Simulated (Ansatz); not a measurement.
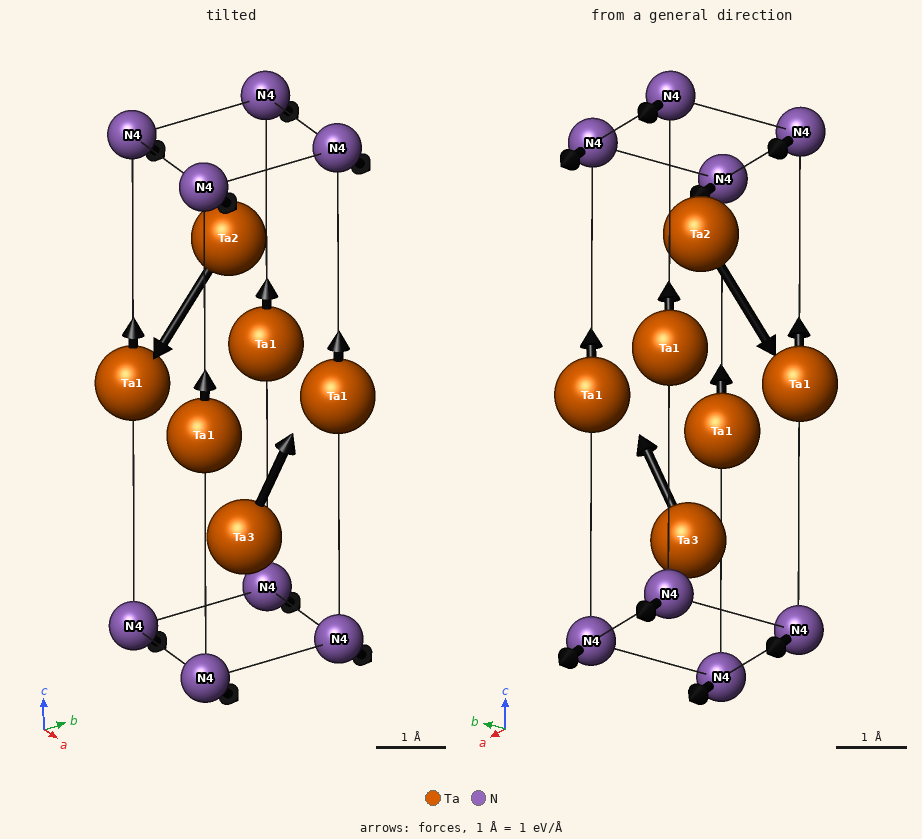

The figure gives a spheres-only picture of the atoms, viewed slightly off an axis and from a general direction. The box is the cell (the run's own, in a reduced setting); atoms on or close to its faces, edges and corners are drawn wherever they repeat. The arrows are the computed forces on the atoms.

System: Ta₃N. Results below were computed with DFT PBEsol, scalar-relativistic, plane waves, PAW in Ansatz 0.2.0; the settings were wavefunction cutoff 420 eV, k-points about 0.14 Å⁻¹ apart, Gaussian smearing of 0.15 eV, no spin polarisation.

**Is the structure at rest?**

No. The atoms still feel forces of up to about 1.6 eV/Å, far above a usual threshold of 0.01 to 0.03 eV/Å.

**Which atom feels the largest force?**

Ta2, about 1.6 eV/Å.

**How big are the forces on each element on average?**

Mean magnitudes: about Ta 1.1 eV/Å, N 0.65 eV/Å.

It derives from a structure listed in the Materials Project. The cell was then strained or its atoms displaced on purpose. Ansatz was used for an electronic-structure calculation on it.
